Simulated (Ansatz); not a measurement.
**Si: geometry relaxation**

Si (P6/mmm, 1 atom in the cell), computed with DFT r2SCAN, scalar-relativistic, plane waves, PAW, no spin polarisation (Ansatz 0.2.0).

The structure derives from a Materials Project entry.

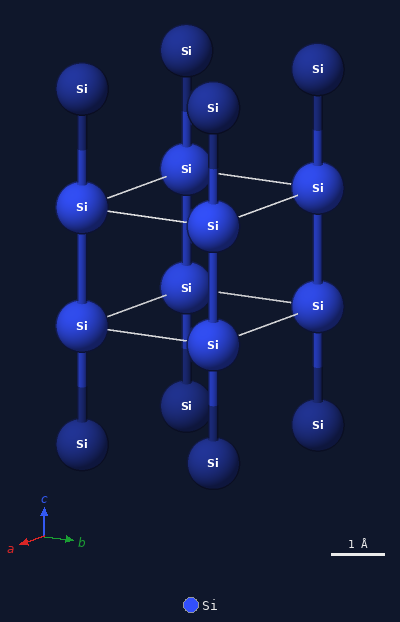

*The structure as given in the input (ball-and-stick view of the cell of the calculation, seen at an oblique angle; neighbours outside the cell are drawn fainter). An atom can appear more than once, as a periodic image.*

Input file:
```yaml
crystal:
  lattice:
    - [2.6205428149, 0.0, 0.0]
    - [-1.3102714075, 2.2694566494, 0.0]
    - [0.0, 0.0, 2.46635439]
  atoms:
    - { symbol: Si, position: [0.0, 0.0, 0.0] }
basis:
  ecutwfc: 500
kpoints:
  mp_grid: { grid: [18, 18, 16] }
hamiltonian:
  xc: r2scan
scf:
  occupations: { method: gaussian, width: 0.1 }
output:
  forces: true
  stress: true
  eigenvalues: true
  write_density: true
  write_potential: true
  elf: true
  volumetric_format: npy
relax:
  adjacent_minimum: "off"
  f_tol: 0.005
  max_steps: 80
  cell: { stress_tol: 0.05 }
```

Run on 2 threads of Intel Xeon (Sapphire Rapids), 32 GiB of memory available, shared host.

Run as:
```bash
ansatz run input.yaml --threads 2 --pin off --max-ram 5120MiB --backend cpu --events-out ev --progress --plain --runs-dir out
```

Log:
```
Engine: ansatz 0.2.0, x86_64-unknown-linux-gnu
Pseudopotentials: kind: paw
Pseudopotential: Si, paw, valence charge 4, recommended cutoff 500 eV (meta_gga), Si.paw.azcp
Functional definition: r2SCAN
  parameter k0 = 0.174
  parameter k1 = 0.065
  parameter a1 = 4.9479
  exchange = r2scan_x(k0 = k0, k1 = k1, a1 = a1)
  correlation = r2scan_c
Crystal: 1 atoms, lattice volume = 14.668 Å³
Basis set: ecut = 500 eV, 393 PW (Γ), exchange–correlation on 80×80×72 points (64 copies of the dense FFT grid, shifted against one another)
Bands: 6, of which v1, the nominal top of the filled ones, is band 2 counted from 1 (1 counted from 0)
Symmetry: 24 space group operations
Space group: P6/mmm (ITA 191), of the structure as read, at distance tolerance 2.4e-5 Å
k-points: 333 of 5184
Non-local potential: Si, projectors of the file, l = 0: 2, l = 1: 2, l = 2: 2
PAW form: soft (Blöchl's): semilocal exchange-correlation on the pseudo side does not see the compensation charge
PAW frozen core: Si, regenerated for the run's functional (the file was generated under x = pbe(κ = 0.804, μ = 0.2195149727645171), c = pbe(β = 0.06672455060314922))
PAW one-centre angular grid: Si, 302 points (default); XC on 160 Gauss nodes
Initial density: superposition of atomic densities (neutral atoms: chi_scale 0, normalization atom), corrected by the library's trained network
Initial wavefunctions: pseudopotential atomic-orbital guess
Functional: x = r2scan, c = r2scan; τ floored in thin density (d = 2e-4 eV/Å³)
SCF iter   1: F=—  HF=-638.600924 eV  |F-HF|=—  |Δ(HF+E_count)|=         —  Δρ=4.76e-3  dr2=2.29e-3  dr2_τ=5.42e-3  ethr=1.77e-3  ⟨swp⟩=5.3  Hψ=19123  notcnv=0
preconditioner: auto → none  [metal: Δε(μ)=0.016 eV  Ē_g=14.819 eV  σ=0.100 eV  W_gap=0.09  n_scr=0 (ndim 8)  ℏωp=19.4 eV  f_vac=0.000  D(μ)=0.42/eV (n_scr^D=0)]
SCF iter   2: F=—  HF=-638.626034 eV  |F-HF|=—  |Δ(HF+E_count)|=   2.51e-2  Δρ=3.13e-3  dr2=9.03e-4  dr2_τ=4.58e-6  ethr=5.71e-5  ⟨swp⟩=2.0  Hψ=6611  notcnv=0  defer=49
SCF iter   3: F=—  HF=-638.626883 eV  |F-HF|=—  |Δ(HF+E_count)|=   8.49e-4  Δρ=3.01e-4  dr2=8.78e-6  dr2_τ=9.97e-7  ethr=2.26e-5  ⟨swp⟩=2.1  Hψ=2595  notcnv=0  defer=49
SCF iter   4: F=—  HF=-638.626909 eV  |F-HF|=—  |Δ(HF+E_count)|=   2.58e-5  Δρ=5.08e-5  dr2=2.19e-7  dr2_τ=5.80e-9  ethr=2.19e-7  ⟨swp⟩=2.0  Hψ=2623  notcnv=0  defer=49
iter 5 did not close the SCF: its close was put off for the readings that it lacked (scf_convergence_deferred on its scf_iter line)
SCF iter   5: F=-638.626909 eV  HF=-638.626909 eV  |F-HF|=3.86e-8  |Δ(HF+E_count)|=   5.39e-7  Δρ=1.42e-5  dr2=1.61e-8  dr2_τ=4.02e-10  ethr=5.48e-9  ⟨swp⟩=2.0  Hψ=2619  notcnv=0  defer=49
SCF iter   6: F=-638.626909 eV  HF=-638.626909 eV  |F-HF|=6.28e-10  |Δ(HF+E_count)|=   4.31e-8  Δρ=2.00e-6  dr2=3.79e-10  dr2_τ=7.07e-12  ethr=4.03e-10  ⟨swp⟩=5.6  Hψ=8971  notcnv=0
SCF 1 converged in 6 iterations: F = -638.626909 eV  dr2 = 3.79e-10
  greatest PAW one-centre occupation: 0.662 electrons in one spin orbital (limit 2), on the Si atom at site 0 (counted from 0), in its partial waves of l = 0
relax step   1: F+E_penalty+E_count = -638.62690914 eV  Δ(F+E_penalty+E_count) = +0.000e0 eV  max|allowed force component| = 0.000e0 eV/Å  Δτ_max = 0.0000 Å  P = +2.181 GPa  Ω = 14.668 Å³  (6 SCF iters, dr2 threshold 1.00e-7 eV, accepted)
Crystal: 1 atoms, lattice volume = 14.869 Å³
Initial density: handed on by an earlier stage of this run
Initial wavefunctions: those handed on with the density
iter 1 solved again at ethr=1.35e-6 eV; its pass at ethr=3.10e-3 eV (dr2=5.40e-5 eV) is discarded
SCF iter   1: F=—  HF=-638.628623 eV  |F-HF|=—  |Δ(HF+E_count)|=         —  Δρ=6.30e-4  dr2=5.34e-5  dr2_τ=3.99e-5  ethr=1.35e-6  ⟨swp⟩=2.1  Hψ=19975  notcnv=0
preconditioner: auto → none  [metal: Δε(μ)=0.036 eV  Ē_g=14.646 eV  σ=0.100 eV  W_gap=0.20  n_scr=0 (ndim 8)  ℏωp=19.3 eV  f_vac=0.000  D(μ)=0.41/eV (n_scr^D=0)]
SCF iter   2: F=—  HF=-638.628921 eV  |F-HF|=—  |Δ(HF+E_count)|=   2.99e-4  Δρ=3.73e-4  dr2=1.50e-5  dr2_τ=4.41e-8  ethr=1.34e-6  ⟨swp⟩=2.0  Hψ=2672  notcnv=0
SCF iter   3: F=-638.628926 eV  HF=-638.628926 eV  |F-HF|=2.27e-8  |Δ(HF+E_count)|=   4.32e-6  Δρ=2.53e-5  dr2=8.39e-8  dr2_τ=5.98e-9  ethr=2.50e-9  ⟨swp⟩=7.1  Hψ=14373  notcnv=0
SCF 2 converged in 3 iterations: F = -638.628926 eV  dr2 = 8.39e-8
relax step   2: F+E_penalty+E_count = -638.62892579 eV  Δ(F+E_penalty+E_count) = -2.017e-3 eV  max|allowed force component| = 0.000e0 eV/Å  Δτ_max = 0.0000 Å  P = +0.506 GPa  Ω = 14.869 Å³  energy of the carried Pulay correction = -1.277e-5 eV  (3 SCF iters, dr2 threshold 1.00e-7 eV, accepted)
Crystal: 1 atoms, lattice volume = 14.931 Å³
iter 1 solved again at ethr=6.30e-7 eV; its pass at ethr=3.10e-3 eV (dr2=2.52e-5 eV) is discarded
SCF iter   1: F=—  HF=-638.629119 eV  |F-HF|=—  |Δ(HF+E_count)|=         —  Δρ=4.01e-4  dr2=2.52e-5  dr2_τ=4.62e-6  ethr=6.30e-7  ⟨swp⟩=1.5  Hψ=19390  notcnv=0
preconditioner: auto → none  [metal: Δε(μ)=0.011 eV  Ē_g=14.611 eV  σ=0.100 eV  W_gap=0.06  n_scr=0 (ndim 8)  ℏωp=19.2 eV  f_vac=0.000  D(μ)=0.40/eV (n_scr^D=0)]
SCF iter   2: F=—  HF=-638.629147 eV  |F-HF|=—  |Δ(HF+E_count)|=   2.75e-5  Δρ=1.83e-4  dr2=4.25e-6  dr2_τ=6.34e-9  ethr=6.30e-7  ⟨swp⟩=2.2  Hψ=2657  notcnv=0
SCF iter   3: F=-638.629146 eV  HF=-638.629146 eV  |F-HF|=1.60e-8  |Δ(HF+E_count)|=   2.92e-7  Δρ=1.67e-5  dr2=2.73e-8  dr2_τ=7.57e-10  ethr=2.50e-9  ⟨swp⟩=6.8  Hψ=11841  notcnv=0
SCF 3 converged in 3 iterations: F = -638.629146 eV  dr2 = 2.73e-8
relax step   3: F+E_penalty+E_count = -638.62914649 eV  Δ(F+E_penalty+E_count) = -2.207e-4 eV  max|allowed force component| = 0.000e0 eV/Å  Δτ_max = 0.0000 Å  P = -0.018 GPa  Ω = 14.931 Å³  energy of the carried Pulay correction = -1.701e-5 eV  (3 SCF iters, dr2 threshold 1.00e-7 eV, accepted)
Crystal: 1 atoms, lattice volume = 14.927 Å³
iter 1 solved again at ethr=3.93e-8 eV; its pass at ethr=3.10e-3 eV (dr2=1.57e-6 eV) is discarded
SCF iter   1: F=—  HF=-638.629156 eV  |F-HF|=—  |Δ(HF+E_count)|=         —  Δρ=9.79e-5  dr2=1.58e-6  dr2_τ=1.14e-7  ethr=3.93e-8  ⟨swp⟩=1.6  Hψ=19413  notcnv=0
preconditioner: auto → none  [metal: Δε(μ)=0.034 eV  Ē_g=14.616 eV  σ=0.100 eV  W_gap=0.19  n_scr=0 (ndim 8)  ℏωp=19.2 eV  f_vac=0.000  D(μ)=0.39/eV (n_scr^D=0)]
SCF iter   2: F=—  HF=-638.629156 eV  |F-HF|=—  |Δ(HF+E_count)|=   4.03e-7  Δρ=3.69e-5  dr2=2.08e-7  dr2_τ=2.91e-10  ethr=3.93e-8  ⟨swp⟩=1.0  Hψ=1998  notcnv=0
SCF iter   3: F=-638.629156 eV  HF=-638.629156 eV  |F-HF|=6.85e-10  |Δ(HF+E_count)|=   5.50e-8  Δρ=3.09e-6  dr2=9.24e-10  dr2_τ=1.12e-11  ethr=1.41e-9  ⟨swp⟩=7.2  Hψ=7219  notcnv=0
SCF 4 converged in 3 iterations: F = -638.629156 eV  dr2 = 9.24e-10
relax step   4: F+E_penalty+E_count = -638.62915560 eV  Δ(F+E_penalty+E_count) = -9.116e-6 eV  max|allowed force component| = 0.000e0 eV/Å  Δτ_max = 0.0000 Å  P = -0.000 GPa  Ω = 14.927 Å³  energy of the carried Pulay correction = -1.691e-5 eV  (3 SCF iters, dr2 threshold 5.64e-8 eV, accepted)
Basis set: ecut = 500 eV, 393 PW (Γ), exchange–correlation on 80×80×80 points (64 copies of the dense FFT grid, shifted against one another)
Initial wavefunctions: pseudopotential atomic-orbital guess (no wavefunctions were taken with the density)
iter 1 solved again at ethr=2.13e-8 eV; its pass at ethr=3.10e-3 eV (dr2=8.54e-7 eV) is discarded
SCF iter   1: F=—  HF=-638.629171 eV  |F-HF|=—  |Δ(HF+E_count)|=         —  Δρ=9.50e-6  dr2=1.77e-9  dr2_τ=1.42e-9  ethr=2.13e-8  ⟨swp⟩=3.1  Hψ=25260  notcnv=0
preconditioner: auto → none  [metal: Δε(μ)=0.035 eV  Ē_g=14.616 eV  σ=0.100 eV  W_gap=0.19  n_scr=0 (ndim 8)  ℏωp=19.2 eV  f_vac=0.000  D(μ)=0.39/eV (n_scr^D=0)]
SCF iter   2: F=—  HF=-638.629171 eV  |F-HF|=—  |Δ(HF+E_count)|=   2.75e-8  Δρ=4.89e-6  dr2=4.20e-10  dr2_τ=7.70e-11  ethr=4.43e-11  ⟨swp⟩=2.0  Hψ=2671  notcnv=0
SCF iter   3: F=-638.629171 eV  HF=-638.629171 eV  |F-HF|=7.39e-11  |Δ(HF+E_count)|=   1.08e-8  Δρ=4.51e-7  dr2=8.81e-12  dr2_τ=4.73e-13  ethr=1.00e-12  ⟨swp⟩=4.4  Hψ=8011  notcnv=0
SCF 5 converged in 3 iterations: F = -638.629171 eV  dr2 = 8.81e-12
relax step   5: F+E_penalty+E_count = -638.62917120 eV  Δ(F+E_penalty+E_count) = -1.559e-5 eV  max|allowed force component| = 0.000e0 eV/Å  Δτ_max = 0.0000 Å  P = -0.002 GPa  Ω = 14.927 Å³  stress off target by 1.93e-2 GPa  SCF on the basis re-selected at this cell (its energy is not comparable with the rows above)  (3 SCF iters)
```

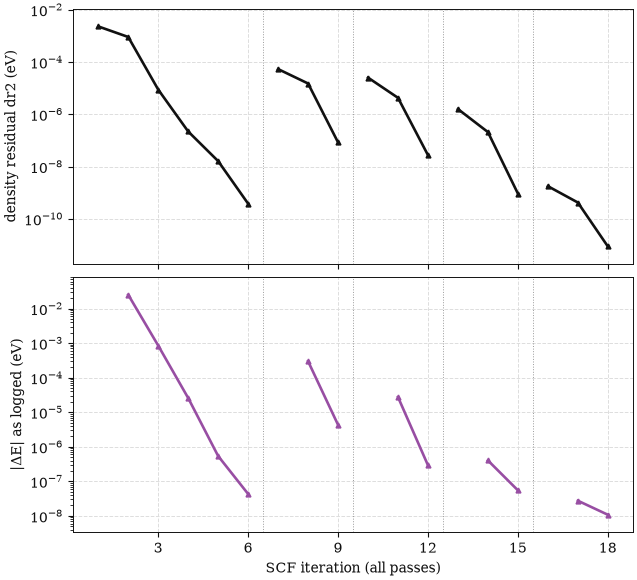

*Convergence of the self-consistent field: density residual dr2 and size of the energy change against the SCF iteration. The dotted lines part the SCF passes of the relaxation: geometry steps, rejected trials and re-solves on a re-selected basis.*

The 5 passes take 3 to 6 iterations each, 18 in all.

```
basis re-selected at this cell: Δ(F+E_penalty+E_count) = -1.559e-5 eV, ΔP = -0.001 GPa vs the last step (what re-selecting the basis moved, of the pressure what is left beyond the Pulay correction that the steps carried, after the strain that the cell walked since its last selection, with what the two solves' SCF thresholds leave and, on support functions, any second-order correction that the steps lacked; it is no measure of the basis error at this ecutwfc). The dense FFT grid was sized anew with the basis: this SCF ran on 20×20×20 points, the steps before it on 20×20×18, so part of this shift can come from that change (see relax.cell in the input reference). This SCF's stress stands 1.93e-2 GPa from its target on what of the cell is left free (relax.cell.stress_tol is 5.00e-2 GPa) and its largest allowed force component is 0.00e0 eV/Å (relax.f_tol is 5.00e-3 eV/Å): within both
SCF converged after 3 iterations
Free energy (F): -638.629171 eV
Harris-Foulkes:  -638.629171 eV  (|F-HF|=7.39e-11)
Internal energy: -638.627205 eV  (E = F + TS)
E sigma→0 (E₀):  -638.628188 eV
Entropy (-TS):   -0.001966 eV (-1.966 meV/atom)
Fermi energy:    10.056966 eV
--- Per-component energies (eV) ---
  E_band       = 16.719598
  E_kinetic    = 41.385846
  E_local      = -0.384684  (includes V_loc(G=0)·N_el)
  E_nonlocal   = 24.423158
  E_hartree    = 1.103181
  E_xc         = -52.104758
  E_vxc        = -50.845909  (∫ρ·V_xc dr)
  E_paw        = -519.152433  (= ΣΔE_a)
  E_vpaw       = -2.163854  (= ΣTr[D̂ρ^β])
  E_aug_tail   = 0.000005  (compensation charges beyond the density's cutoff)
  E_vtau       = 2.098675  (kinetic-family band-sum trace: ∫τ·v_τ [+ j·A + Jᵃ·Aᵃ] dr)
  E_ewald      = -133.821087
  E_core_change = -0.076433  (= ΣΔE_core)
  E_smearing   = -0.001966  (= −TS)
  E_closure    = 0.000000  (closes the sum)
  Σ components = -638.629171   (vs F -638.629171, Δ=0.00e0)
--- Forces (eV/Å), atoms counted from 1 ---
  atom   1  Si     0.00000000     0.00000000     0.00000000
  max |Σ_I F_I| component: 2.57e-34 eV/Å
--- Stress (GPa, compression-positive) ---
       -0.012032       0.000000      -0.000000
        0.000000      -0.012032      -0.000000
       -0.000000      -0.000000       0.019287
  P = ⅓ Tr σ = -0.0016 GPa (-0.016 kbar)
--- Band table (eV; the first three rows and the last of 333) ---
  k-point 0: bands = ["-4.7271", "17.8014", "18.0865", "21.0768", "21.0768", "23.0346"]
  k-point 1: bands = ["-4.6329", "15.5310", "20.3363", "21.1515", "21.1515", "23.1090"]
  k-point 2: bands = ["-4.3510", "13.1697", "21.3750", "21.3750", "22.6103", "23.3289"]
  k-point 332: bands = ["8.9287", "9.0655", "9.0655", "11.2625", "14.2882", "14.2882"]
--- Relaxed structure (4 steps of the walk, 4 accepted, 1 SCFs on fresh bases) ---
  F+E_penalty+E_count = -638.62917120 eV   max|allowed force component| = 0.000e0 eV/Å   (the final SCF, on the basis selected at the relaxed cell)
  cell:  # Å, volume = 14.9270 Å³
    - [2.6290009027995422, 2.896069751781547e-11, -6.960824944481588e-19]
    - [-1.3145004514248517, 2.276781568382147, 3.480412472307248e-19]
    - [-6.551261464709085e-19, 5.175085912817444e-33, 2.4937990724925645]
  atoms:
    - { symbol: Si, position: [0.0, 0.0, 0.0] }
```

Trajectory as extended XYZ (Å, eV, eV/Å), 5 frames, from step=1 to step=5:
```
1
Lattice="2.6205 0.0000 0.0000 -1.3103 2.2695 0.0000 0.0000 0.0000 2.4664" Properties=species:S:1:pos:R:3:forces:R:3 step=1 energy=-638.62691 pressure_GPa=2.18
Si    0.0000    0.0000    0.0000    0.0000   0.0000   0.0000
1
Lattice="2.6292 0.0000 0.0000 -1.3146 2.2770 0.0000 0.0000 0.0000 2.4836" Properties=species:S:1:pos:R:3:forces:R:3 step=2 energy=-638.62893 pressure_GPa=0.51
Si    0.0000    0.0000    0.0000    0.0000   0.0000   0.0000
1
Lattice="2.6301 0.0000 0.0000 -1.3151 2.2777 0.0000 0.0000 0.0000 2.4924" Properties=species:S:1:pos:R:3:forces:R:3 step=3 energy=-638.62915 pressure_GPa=-0.02
Si    0.0000    0.0000    0.0000    0.0000   0.0000   0.0000
1
Lattice="2.6290 0.0000 0.0000 -1.3145 2.2768 0.0000 0.0000 0.0000 2.4938" Properties=species:S:1:pos:R:3:forces:R:3 step=4 energy=-638.62916 pressure_GPa=-0.00
Si    0.0000    0.0000    0.0000    0.0000   0.0000   0.0000
1
Lattice="2.6290 0.0000 0.0000 -1.3145 2.2768 0.0000 0.0000 0.0000 2.4938" Properties=species:S:1:pos:R:3:forces:R:3 step=5 energy=-638.62917 pressure_GPa=-0.00
Si    0.0000    0.0000    0.0000    0.0000   0.0000   0.0000
```

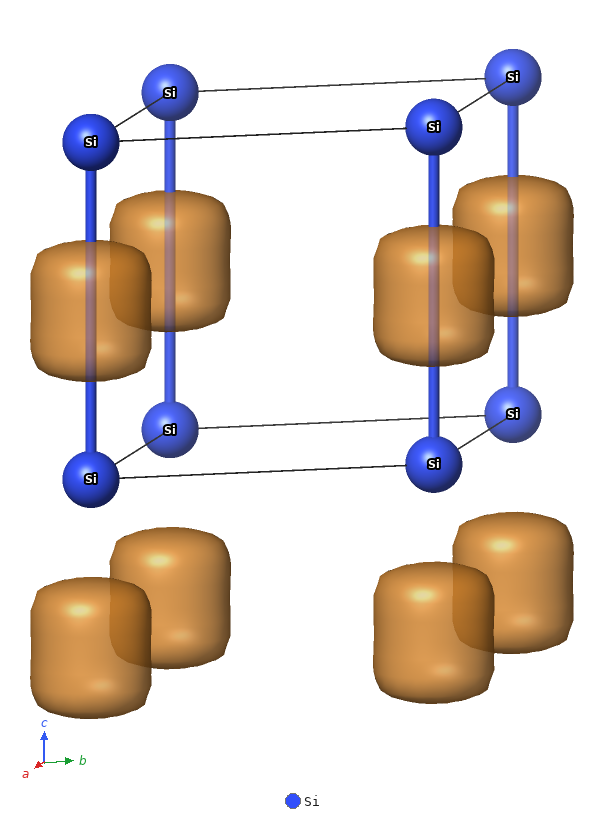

*Isosurface of the ELF at 0.8 (orange), seen slightly off an axis. Core shells and regions of very low density are left out. Sticks mark near contacts. The outline is the cell set on symmetry axes.*

Values along the shortest contacts: Si–Si (2.49 Å): the ELF peaks at about 0.90 between the atoms (a covalent bond). In a PAW calculation such maps are meaningful between the atoms, not at the nuclei.

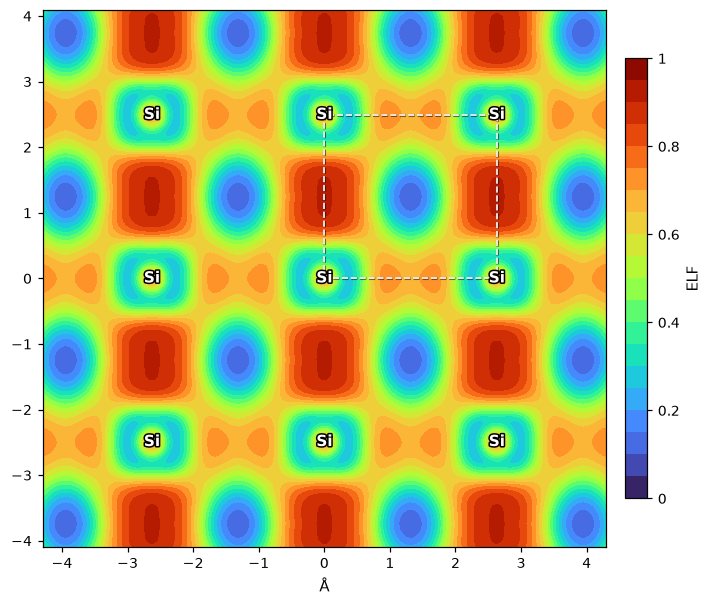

*Electron localisation function on the (100) plane of the conventional cell.*

The section cuts through Si sites. Si–Si (2.49 Å): the ELF peaks at about 0.90 between the atoms, which marks a shared electron pair.

Results in brief:

| quantity | value |
| --- | --- |
| outcome | converged |
| space group (tolerance 0.01 Å) | P6/mmm (191) |
| electrons treated | 4 |
| free energy | −638.6292 eV |
| Fermi energy | 10.057 eV |
| gap on the k-point mesh | none (metallic) |
| pressure | 0.00 GPa |
| final volume | 14.93 Å³ |
| largest force (length of the vector) at the end | under 0.001 eV/Å |
| final cell | a = 2.629 Å, b = 2.629 Å, c = 2.494 Å, α = 90.00°, β = 90.00°, γ = 120.00° |
| wall time | 9.8 s (CPU time 19 s) |
| peak memory | 0.44 GiB |
